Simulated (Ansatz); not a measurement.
```cif
data_structure
_symmetry_space_group_name_H-M 'P 1'
_symmetry_Int_Tables_number 1
_cell_length_a 3.4807
_cell_length_b 3.4807
_cell_length_c 8.3724
_cell_angle_alpha 90.000
_cell_angle_beta 90.000
_cell_angle_gamma 90.000
_cell_volume 101.43
loop_
_atom_site_label
_atom_site_type_symbol
_atom_site_fract_x
_atom_site_fract_y
_atom_site_fract_z
_atom_site_occupancy
Zn1 Zn 0.00000 0.00000 0.50000 1
Zn2 Zn 0.50000 0.50000 0.00000 1
Zn3 Zn 0.50000 0.00000 0.25000 1
Zn4 Zn 0.00000 0.50000 0.75000 1
Zn5 Zn 0.00000 0.50000 0.25000 1
Zn6 Zn 0.50000 0.00000 0.75000 1
N1 N 0.00000 0.00000 0.00000 1
N2 N 0.50000 0.50000 0.50000 1
```

Space group I4/mmm; started from the TiAl3 (D0_22)_139 prototype, which need not be the ambient phase; computed without spin polarisation.

Theory: DFT PBE, scalar-relativistic, plane waves, PAW (Ansatz 0.2.0).

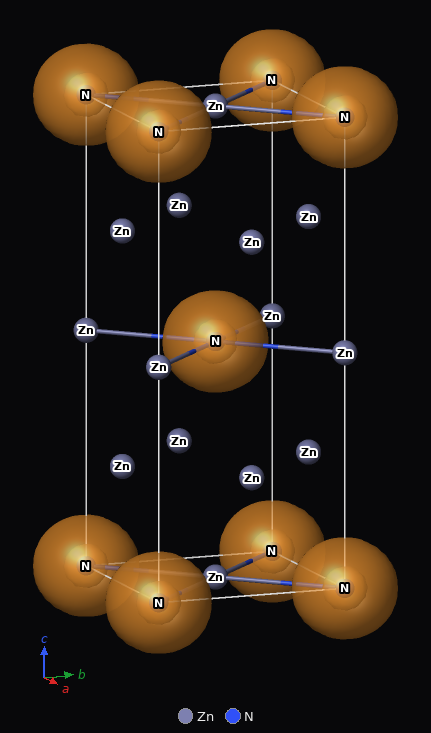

Zn3N. Isosurface of the electron localisation function at 0.65 (orange), seen slightly off an axis. Only the valence region is drawn (cores and ρ < 0.01 e/Å³ removed). Sticks mark near contacts.

Core electrons are frozen (PAW), and the valence fields are smoothed inside the atomic spheres.

### What do the ELF domains correspond to?

The ELF exceeds this value in two regions wrapped around N (the valence shell of each), counted in one cell of 8 atoms. Any copies at cell faces, edges or corners count once.

Values along the shortest contacts:
Zn–N (2.46 Å): the ELF peaks at about 0.85 in the valence shell of N, 0.6 Å from its nucleus, and drops to about 0.15 between the two atoms; no localised pair shows between them.

### Metal or insulator at this level of theory?

It is gapless in this calculation (a metal or semimetal).
